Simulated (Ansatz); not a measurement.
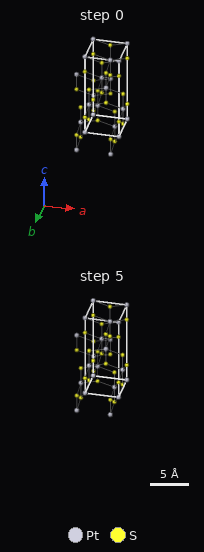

The structure of crystalline PtS₂ (built on the anatase type) before (top) and after (bottom) a relaxation, at one scale.

A ball-and-stick model of the conventional cell (2 times the calculation's cell), repeated 1 × 2 × 1 with one cell outlined, seen from a free direction. Lengths and directions refer to the drawn axes.

Theory: DFT, PBEsol, plane waves, PAW (Ansatz 0.2.0). (plane-wave cutoff 420 eV; k-point mesh 8 × 8 × 8; occupations fermi dirac; smearing width 0.02 eV; no spin polarisation; cell and atoms relaxed; force threshold 0.005 eV/Å)

### Describe what moved and what it gained.

Over 4 accepted moves (5 points after the start) the energy falls by 10.0 meV per atom. Largest force component: 0.17 eV/Å at the start, 0.00087 eV/Å at the end. The pressure goes from −3.78 to −0.01 GPa. The SCF was repeated once at an unchanged geometry on a basis and grid sized afresh for the cell, which shifted the energy by 0.1 meV per atom at most. No atom moves by more than 0.005 Å relative to the cell. The drawn cell changes as follows: a = b 4.716 → 4.641 Å (−1.6 %), c 11.863 → 11.790 Å (−0.6 %); the volume changes by −3.8 %. Among the contacts that change: Pt–S 2.439 → 2.402 Å, Pt–S 2.343 → 2.326 Å. The space group stays I4_1/amd (No. 141).
